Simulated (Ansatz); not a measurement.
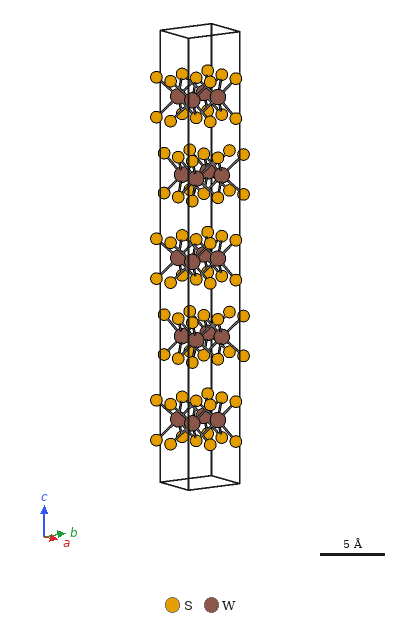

*The input geometry (ball-and-stick view of the 2 × 2 repeat of the cell, with the vacuum cut short, seen slightly off an axis; bonded neighbours outside the cell are drawn too). An atom can appear more than once, as a periodic image.*

Near neighbours in the periodic cell (some may lie outside the picture): S has 3 W at 2.40 Å; W has 6 S at 2.40 Å.

# Single-point calculation, with input and output: WS2

The run: single-point calculation of WS2 (slab, 15 atoms in the cell). Method and program: DFT PBEsol, scalar-relativistic, plane waves, PAW, no spin polarisation (Ansatz 0.2.0).

The structure derives from an entry of the Crystallography Open Database. It belongs to a series of runs on one base structure; here: (0 0 1) slab cut from the bulk.

**Output**
```
Engine: ansatz 0.2.0, x86_64-unknown-linux-gnu
Pseudopotentials: kind: paw
Pseudopotential: S, paw, valence charge 6, recommended cutoff 420 eV (normal), S.paw.azcp
Pseudopotential: W, paw, valence charge 14, recommended cutoff 420 eV (normal), W.paw.azcp
Functional definition: PBEsol
  exchange = pbesol_x
  correlation = pbesol_c
Crystal: 15 atoms, lattice volume = 373.043 Å³
Basis set: ecut = 420 eV, 7237 PW (Γ), exchange–correlation on 48×48×600 points (8 copies of the dense FFT grid, shifted against one another)
Bands: 80, of which v1, the nominal top of the filled ones, is band 65 counted from 1 (64 counted from 0)
Symmetry: 6 space group operations
k-points: 12 of 81 (time reversal used)
Non-local potential: S, projectors of the file, l = 0: 2, l = 1: 2, l = 2: 2
Non-local potential: W, projectors of the file, l = 0: 3, l = 1: 2, l = 2: 2, l = 3: 1
PAW form: soft (Blöchl's): semilocal exchange-correlation on the pseudo side does not see the compensation charge
PAW frozen core: S, regenerated for the run's functional, and the local potential with it (the file was generated under x = pbe(κ = 0.804, μ = 0.2195149727645171), c = pbe(β = 0.06672455060314922))
PAW frozen core: W, regenerated for the run's functional, and the local potential with it (the file was generated under x = pbe(κ = 0.804, μ = 0.2195149727645171), c = pbe(β = 0.06672455060314922))
PAW one-centre angular grid: S, 110 points (default); XC on 64 Gauss nodes
PAW one-centre angular grid: W, 590 points (default); XC on 64 Gauss nodes
Initial density: superposition of atomic densities (neutral atoms: chi_scale 0, normalization atom), corrected by the library's trained network
Initial wavefunctions: pseudopotential atomic-orbital guess
Functional: x = pbesol(κ = 0.804, μ = 0.12345679012345678), c = pbesol(β = 0.046)
SCF iter   1: F=—  HF=-60145.421036 eV  |F-HF|=—  |Δ(HF+E_count)|=         —  Δρ=7.58e-3  dr2=4.44e-1  ethr=1.77e-3  p=0.000 e·Å  D=2.17e-13 V/Å  ΔV_dip=-0.00 eV  dr2_dipole=7.55e-7  V_vac-E_F(+/−)=4.75/4.75 eV  ⟨swp⟩=7.4  Hψ=4455  notcnv=0
efield: sawtooth ramp at fractional position 0.9800 (placed from the atoms, in the widest stretch of the axis that holds none; the zero of the levels goes with the place), width 0.0400; the density the first Hamiltonian is built on has a dipole p = 0.000 e·Å; the dipole correction subtracts the counter field D = 2.17e-13 V/Å, which shifts the + side's vacuum level by -0.00 eV against the − side's; the planar-averaged density in the ramp window peaks in size at 4.5e-5 e/Å³
preconditioner: auto → Resta (q_TF=auto, 2.289 Å⁻¹)  ε∞=5.7  [insulator: Δε(μ)=1.243 eV  Ē_g=8.403 eV  σ=0.050 eV  W_gap=1.00  n_scr=30 (ndim 8)  ℏωp=18.2 eV  f_vac=0.276  D(μ)=0.00/eV (n_scr^D=0)  ε∞_Penn≈5.7  vacuum switching on, ρ_ref=5.1e-3 e/Å³]
SCF iter   2: F=—  HF=-60145.369777 eV  |F-HF|=—  |Δ(HF+E_count)|=   5.13e-2  Δρ=2.94e-3  dr2=3.05e-2  ethr=3.41e-4  p=-0.000 e·Å  D=-7.60e-5 V/Å  ΔV_dip=0.00 eV  dr2_dipole=4.30e-7  V_vac-E_F(+/−)=4.73/4.73 eV  ⟨swp⟩=3.6  Hψ=1683  notcnv=0  defer=94
SCF iter   3: F=—  HF=-60145.371195 eV  |F-HF|=—  |Δ(HF+E_count)|=   1.42e-3  Δρ=1.67e-3  dr2=5.36e-3  ethr=2.34e-5  p=-0.000 e·Å  D=-2.81e-5 V/Å  ΔV_dip=0.00 eV  dr2_dipole=5.59e-9  V_vac-E_F(+/−)=4.69/4.69 eV  ⟨swp⟩=2.0  Hψ=1308  notcnv=0  defer=94
SCF iter   4: F=—  HF=-60145.374273 eV  |F-HF|=—  |Δ(HF+E_count)|=   3.08e-3  Δρ=2.20e-4  dr2=5.01e-4  ethr=4.13e-6  p=-0.000 e·Å  D=-2.61e-5 V/Å  ΔV_dip=0.00 eV  dr2_dipole=1.31e-7  V_vac-E_F(+/−)=4.65/4.65 eV  ⟨swp⟩=2.8  Hψ=1908  notcnv=0  defer=94
SCF iter   5: F=—  HF=-60145.374309 eV  |F-HF|=—  |Δ(HF+E_count)|=   3.68e-5  Δρ=9.23e-5  dr2=1.26e-4  ethr=3.85e-7  p=0.000 e·Å  D=1.45e-5 V/Å  ΔV_dip=-0.00 eV  dr2_dipole=4.56e-8  V_vac-E_F(+/−)=4.62/4.62 eV  ⟨swp⟩=2.2  Hψ=1299  notcnv=0  defer=94
SCF iter   6: F=—  HF=-60145.374321 eV  |F-HF|=—  |Δ(HF+E_count)|=   1.20e-5  Δρ=4.52e-5  dr2=1.45e-5  ethr=9.69e-8  p=-0.000 e·Å  D=-6.68e-6 V/Å  ΔV_dip=0.00 eV  dr2_dipole=2.49e-9  V_vac-E_F(+/−)=4.62/4.62 eV  ⟨swp⟩=2.0  Hψ=1298  notcnv=0  defer=94
SCF iter   7: F=—  HF=-60145.373898 eV  |F-HF|=—  |Δ(HF+E_count)|=   4.23e-4  Δρ=1.77e-5  dr2=2.46e-6  ethr=1.12e-8  p=-0.000 e·Å  D=-2.19e-6 V/Å  ΔV_dip=0.00 eV  dr2_dipole=2.75e-11  V_vac-E_F(+/−)=4.62/4.62 eV  ⟨swp⟩=2.2  Hψ=1512  notcnv=0  defer=94
SCF iter   8: F=—  HF=-60145.373899 eV  |F-HF|=—  |Δ(HF+E_count)|=   5.97e-7  Δρ=6.33e-6  dr2=4.70e-7  ethr=1.89e-9  p=-0.000 e·Å  D=-1.41e-6 V/Å  ΔV_dip=0.00 eV  dr2_dipole=2.00e-10  V_vac-E_F(+/−)=4.61/4.61 eV  ⟨swp⟩=2.1  Hψ=1570  notcnv=0  defer=94
SCF iter   9: F=—  HF=-60145.373899 eV  |F-HF|=—  |Δ(HF+E_count)|=   2.07e-8  Δρ=3.55e-6  dr2=1.06e-7  ethr=7.69e-11  p=-0.000 e·Å  D=-3.37e-7 V/Å  ΔV_dip=0.00 eV  dr2_dipole=1.04e-12  V_vac-E_F(+/−)=4.61/4.61 eV  ⟨swp⟩=19.5  Hψ=8908  notcnv=0
SCF iter  10: F=-60145.373899 eV  HF=-60145.373899 eV  |F-HF|=1.24e-9  |Δ(HF+E_count)|=   6.91e-9  Δρ=7.46e-7  dr2=5.30e-9  ethr=7.69e-11  p=-0.000 e·Å  D=-2.73e-7 V/Å  ΔV_dip=0.00 eV  dr2_dipole=1.44e-12  V_vac-E_F(+/−)=4.61/4.61 eV  ⟨swp⟩=10.2  Hψ=6865  notcnv=0
SCF 1 converged in 10 iterations: F = -60145.373899 eV  dr2 = 5.30e-9
  greatest PAW one-centre occupation: 1.000 electrons in one spin orbital (limit 2), on the W atom at site 13 (counted from 0), in its partial waves of l = 0
```

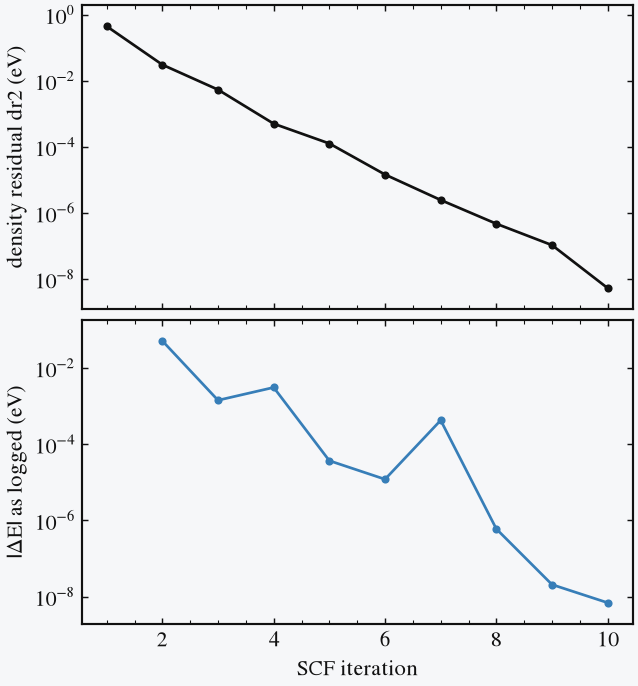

*Convergence of the self-consistent field: density residual dr2 and size of the energy change against the SCF iteration.*

The residual falls at every step.

```
WARN: The output density's exchange-correlation potential varies sharply where the density is thin. Do not read a vacuum level from v_tot or v_xc, or from such a field of the output density. On a cell that repeats whose density bears no net charge and no dipole along the vacuum's axis use v_es (v_loc + v_h of the components); under efield.dipole_correction with no amplitude use v_es + v_field, which holds any external_charges[].barrier, or the levels of the report's work_function block, which leave it out; under a non-zero efield.amplitude the vacuum is tilted and has no level; on a cell that repeats and bears such a dipole with no correction it is tilted too, and efield.dipole_correction with no amplitude gives each side of its ramp a level where efield: is served; in a cell that repeats whose density bears a net charge (total_charge, or a fill off its count) it is curved and has none; of a slab under crystal.periodic whose density bears no net charge use v_es, which has a level on each side, short of where the two are joined; of another it falls or rises all the way out and has none; of a slab beside external_charges read slab_vacuum_level instead, which it has where they leave it neutral. The grid or the basis barely resolves most such structure, and the values can differ between equally converged runs; as a rule a tighter scf.convergence.dr2_threshold does not remove it. Where the density itself ripples (under the LDA too) a higher basis.ecutwfc lessens it. The files hold the spikes' plane waves up to the density's cutoff. Files: v_tot_of_output_density and the like, and their columns of v_z.tsv (output.write_potential); v_xc_of_output_density and the like, and their columns of v_comp_z.tsv (output.write_potential_components). Measured: with its Gaussian average of σ = 0.25 Å subtracted twice, the exchange-correlation potential is over 0.1 eV at 1 of the grid points where the equally averaged density (valence and model cores) is under 1e-3 e/Å³, and 0.206 eV at the most among them, at an averaged density of 4.3e-9 e/Å³. The input density's (outcome.potential() and, of a run that writes arrays, v_tot and v_xc) is over 0.1 eV, so measured, at 1 points of its own thin density, 0.105 eV at the most. See output.write_potential in the manual, Limitations
SCF converged after 10 iterations
Free energy (F): -60145.373899 eV
Harris-Foulkes:  -60145.373899 eV  (|F-HF|=1.24e-9)
Internal energy: -60145.373899 eV  (E = F + TS)
E sigma→0 (E₀):  -60145.373899 eV
Fermi energy:    7.307393 eV
Dipole field:    D = 0.000001 V/Å  (p = 0.000002 e·Å, saw-weighted, corrected)
Work function:   Φ+ = 4.6113 eV   Φ− = 4.6113 eV
Levels:          The Fermi level and band energies are counted from a zero that moves with the ramp; work functions are not
--- Per-component energies (eV) ---
  E_band       = -1567.841675
  E_kinetic    = 3334.812213
  E_local      = -110565.612763  (includes V_loc(G=0)·N_el)
  E_nonlocal   = 301.618541
  E_hartree    = 54061.835198
  E_xc         = -2293.736790
  E_vxc        = -2075.202858  (∫ρ·V_xc dr)
  E_paw        = -48022.651293  (= ΣΔE_a)
  E_vpaw       = -687.106407  (= ΣTr[D̂ρ^β])
  E_aug_tail   = -0.000331  (compensation charges beyond the density's cutoff)
  E_efield     = 0.000000  (sawtooth field / dipole correction)
  E_vefield    = 0.000000  (∫n·V_field dr)
  E_ewald      = 43036.632871
  E_core_change = 1.728454  (= ΣΔE_core)
  E_smearing   = -0.000000  (= −TS)
  E_closure    = 0.000000  (closes the sum)
  Σ components = -60145.373899   (vs F -60145.373899, Δ=0.00e0)
--- Forces (eV/Å), atoms counted from 1 ---
  atom   1  S     -0.00000000     0.00000000     0.01836551
  atom   2  W     -0.00000000     0.00000000    -0.01979148
  atom   3  S      0.00000000    -0.00000000     0.00150699
  atom   4  S      0.00000000     0.00000000    -0.00069420
  atom   5  W      0.00000000    -0.00000000    -0.00016681
  atom   6  S      0.00000000     0.00000000     0.00038580
  atom   7  S     -0.00000000    -0.00000000    -0.00039062
  atom   8  W     -0.00000000     0.00000000    -0.00000003
  atom   9  S      0.00000000    -0.00000000     0.00039103
  atom  10  S      0.00000000     0.00000000    -0.00038466
  atom  11  W      0.00000000    -0.00000000     0.00016599
  atom  12  S      0.00000000     0.00000000     0.00069373
  atom  13  S     -0.00000000    -0.00000000    -0.00150498
  atom  14  W     -0.00000000     0.00000000     0.01979147
  atom  15  S     -0.00000000    -0.00000000    -0.01836746
  max |Σ_I F_I| component: 2.78e-7 eV/Å
--- Stress (GPa, compression-positive) ---
       -0.014634      -0.000000       0.000000
       -0.000000      -0.014634      -0.000000
        0.000000      -0.000000      -0.018953
  P = ⅓ Tr σ = -0.0161 GPa (-0.161 kbar)
--- Band table (eV; the first three rows and the last of 12) ---
  k-point 0: bands = ["-67.6662", "-67.6662", "-67.6662", "-67.6649", "-67.6649", "-31.9807", "-31.9807", "-31.9807", "-31.9792", "-31.9792", "-31.7831", "-31.7831", "-31.7831", "-31.7831", "-31.7831", "-31.7831", "-31.7815", "-31.7815", "-31.7815", "-31.7815", "-8.7958", "-8.7663", "-8.7260", "-8.6864", "-8.6586", "-7.1680", "-7.1060", "-7.0261", "-6.9511", "-6.8993", "-0.7063", "-0.5658", "-0.3661", "-0.1559", "0.0049", "3.1985", "3.3185", "3.3185", "3.3209", "3.3209", "3.3238", "3.3238", "3.3268", "3.3268", "3.3271", "3.3271", "3.5003", "3.9238", "4.3983", "4.5916", "4.5916", "4.5990", "4.5990", "4.6082", "4.6082", "4.6161", "4.6161", "4.6205", "4.6205", "4.8432", "5.6907", "5.9926", "6.2961", "6.5244", "6.6616", "9.1537", "9.1537", "9.1538", "9.1538", "9.1566", "9.1566", "9.1623", "9.1623", "9.1636", "9.1636", "9.2793", "9.2793", "9.3063", "9.3063", "9.3387"]
  k-point 1: bands = ["-67.6639", "-67.6638", "-67.6638", "-67.6625", "-67.6625", "-31.9724", "-31.9723", "-31.9723", "-31.9709", "-31.9709", "-31.8288", "-31.8288", "-31.8288", "-31.8272", "-31.8272", "-31.7937", "-31.7937", "-31.7936", "-31.7920", "-31.7920", "-8.5828", "-8.5534", "-8.5133", "-8.4736", "-8.4457", "-7.0820", "-7.0228", "-6.9471", "-6.8765", "-6.8280", "-0.4565", "-0.3186", "-0.1208", "0.0899", "0.2530", "2.7939", "2.7984", "2.8042", "2.8085", "2.8121", "2.8621", "3.0975", "3.3821", "3.5243", "3.5282", "3.5330", "3.5370", "3.5384", "3.6184", "3.7542", "4.2699", "4.2784", "4.2890", "4.2982", "4.3036", "4.6310", "4.6769", "4.7783", "4.9634", "5.2152", "5.6837", "5.9171", "6.1256", "6.2678", "6.3464", "8.7937", "8.8308", "8.8881", "8.9474", "8.9908", "8.9971", "9.0809", "9.0910", "9.0914", "9.0949", "9.0951", "9.1086", "9.1466", "9.1848", "9.2124"]
  k-point 2: bands = ["-67.6579", "-67.6579", "-67.6579", "-67.6566", "-67.6566", "-31.9513", "-31.9512", "-31.9512", "-31.9498", "-31.9498", "-31.9431", "-31.9430", "-31.9430", "-31.9414", "-31.9414", "-31.8203", "-31.8203", "-31.8203", "-31.8187", "-31.8187", "-7.9994", "-7.9712", "-7.9322", "-7.8934", "-7.8660", "-6.8471", "-6.7966", "-6.7331", "-6.6751", "-6.6358", "0.1375", "0.2583", "0.4344", "0.6260", "0.7765", "1.7713", "1.7853", "1.8073", "1.8371", "1.8713", "2.1709", "2.3336", "2.4963", "2.6135", "2.6772", "3.6287", "3.6382", "3.6507", "3.6622", "3.6694", "4.0475", "4.0564", "4.0669", "4.0756", "4.0805", "4.3531", "4.4421", "4.5906", "4.7791", "4.9562", "5.3677", "5.4252", "5.4695", "5.4904", "5.4966", "8.1924", "8.3218", "8.5078", "8.7133", "8.7778", "8.8081", "8.8493", "8.8901", "8.9040", "8.9192", "9.1507", "9.2721", "9.3928", "9.4877", "9.5485"]
  k-point 11: bands = ["-67.6437", "-67.6436", "-67.6436", "-67.6423", "-67.6423", "-32.0675", "-32.0675", "-32.0675", "-32.0658", "-32.0658", "-32.0296", "-32.0296", "-32.0296", "-32.0279", "-32.0279", "-31.9003", "-31.9002", "-31.9002", "-31.8988", "-31.8988", "-6.1171", "-6.1170", "-6.1170", "-6.1096", "-6.1096", "-6.0542", "-6.0541", "-6.0541", "-6.0455", "-6.0455", "0.1942", "0.2158", "0.2449", "0.2733", "0.2930", "0.6751", "0.6766", "0.6796", "0.6935", "0.6942", "1.4909", "1.5273", "1.5735", "1.6160", "1.6447", "2.1721", "2.1724", "2.2340", "2.2379", "2.2741", "2.7833", "2.8074", "2.8651", "2.9100", "2.9353", "3.7525", "3.7684", "3.7883", "3.8196", "3.8271", "6.0965", "6.1259", "6.1668", "6.2080", "6.2378", "8.1122", "8.1122", "8.1123", "8.1149", "8.1150", "9.0044", "9.1754", "9.4189", "9.6792", "9.8838", "10.2288", "10.2348", "10.2654", "10.2924", "10.3053"]
```

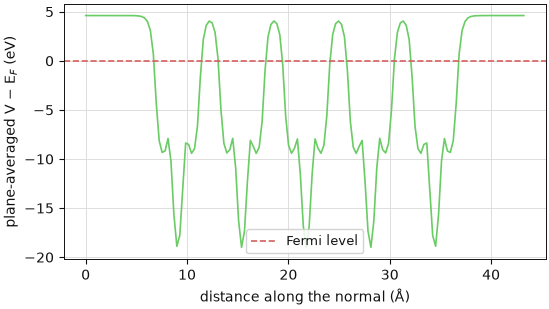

*Plane average of the electrostatic potential energy of an electron across the cell, from the Fermi level.*

The vacuum level lies 4.61 eV above the Fermi level.

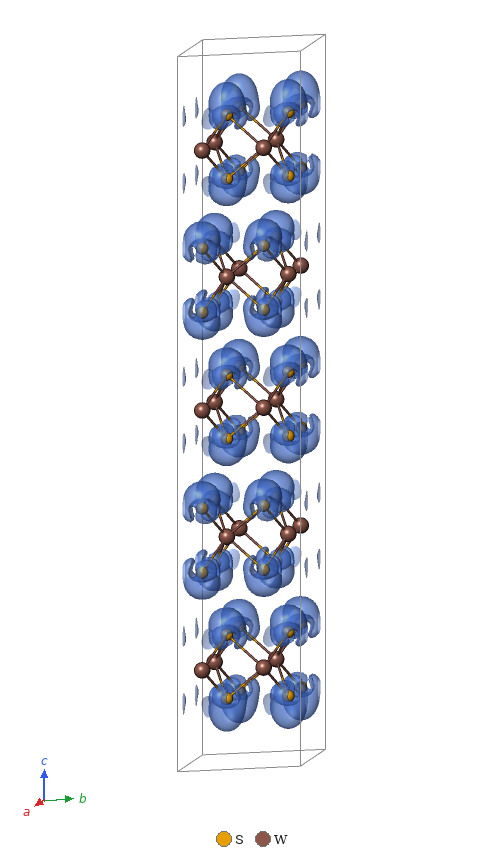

*Isosurface of the ELF at 0.8 (blue), seen slightly off an axis. Only the valence region is drawn (cores and ρ < 0.01 e/Å³ removed). Sticks mark near contacts.*

Along the contacts the grid gives the following. W–S (2.40 Å): the ELF is about 0.50 at the midpoint. Core electrons are frozen (PAW), so the fields are smoothed inside the atomic spheres.

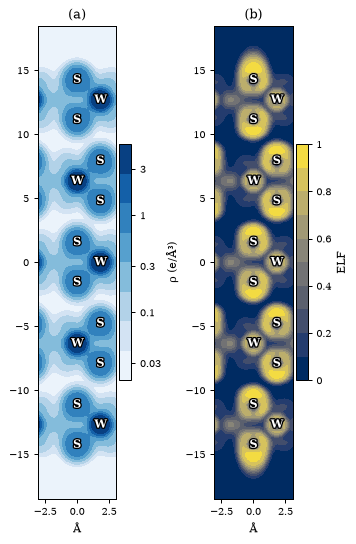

*(a) valence charge density (pseudo); (b) ELF on the (110) plane of the calculation cell, a cut from vacuum to vacuum.*

Atoms in the plane: S and W. W–S (2.40 Å): ρ at the midpoint is about 0.64 e/Å³; the ELF is about 0.50 at the midpoint. The density dies away to nearly zero in the vacuum. The strong features right at W lie inside the PAW spheres (semicore, d or f shells) and say nothing about bonding.

This output came from the following input.

**Input**
```yaml
crystal:
  lattice:
    - [3.1461313789, 0.0, 0.0]
    - [-1.5730656895, 2.7246296978, 0.0]
    - [0.0, 0.0, 43.5185974013]
  atoms:
    - { symbol: S, position: [0.3333333333, 0.6666666667, 0.1723401131] }
    - { symbol: W, position: [0.6666666667, 0.3333333333, 0.2083607352] }
    - { symbol: S, position: [0.3333333333, 0.6666666667, 0.2443813573] }
    - { symbol: S, position: [0.6666666667, 0.3333333333, 0.3181597455] }
    - { symbol: W, position: [0.3333333333, 0.6666666667, 0.3541803676] }
    - { symbol: S, position: [0.6666666667, 0.3333333333, 0.3902009897] }
    - { symbol: S, position: [0.3333333333, 0.6666666667, 0.4639793779] }
    - { symbol: W, position: [0.6666666667, 0.3333333333, 0.5] }
    - { symbol: S, position: [0.3333333333, 0.6666666667, 0.5360206221] }
    - { symbol: S, position: [0.6666666667, 0.3333333333, 0.6097990103] }
    - { symbol: W, position: [0.3333333333, 0.6666666667, 0.6458196324] }
    - { symbol: S, position: [0.6666666667, 0.3333333333, 0.6818402545] }
    - { symbol: S, position: [0.3333333333, 0.6666666667, 0.7556186427] }
    - { symbol: W, position: [0.6666666667, 0.3333333333, 0.7916392648] }
    - { symbol: S, position: [0.3333333333, 0.6666666667, 0.8276598869] }
basis:
  ecutwfc: 420
kpoints:
  mp_grid: { grid: [9, 9, 1] }
hamiltonian:
  xc: pbesol
scf:
  occupations: { method: gaussian, width: 0.05 }
output:
  forces: true
  stress: true
  eigenvalues: true
  write_density: true
  write_potential: true
  elf: true
  volumetric_format: npy
efield:
  axis: 3
  dipole_correction: true
  ramp_width: 0.04
```

Run as:
```bash
ansatz run input.yaml --threads 2 --pin off --max-ram 5120MiB --backend cpu --events-out ev --progress --plain --runs-dir out
```

**Key numbers**

- outcome: converged
- electrons treated: 130
- free energy: −60145.3739 eV
- work function, top face: 4.61 eV
- work function, bottom face: 4.61 eV
- Fermi energy: 7.307 eV
- gap on the k-point mesh: 1.30 eV
- work function (upper face): 4.61 eV
- largest force (length of the vector): 0.020 eV/Å
- hardware: 2 threads of AMD EPYC (Zen 5), 32 GiB of memory available, shared host
- wall time: 10 s (CPU time 20 s)
- peak memory: 0.86 GiB

**Notes**

The program warns: the exchange-correlation potential is rough where the density is thin. Spin–orbit coupling is left out, which matters for W.
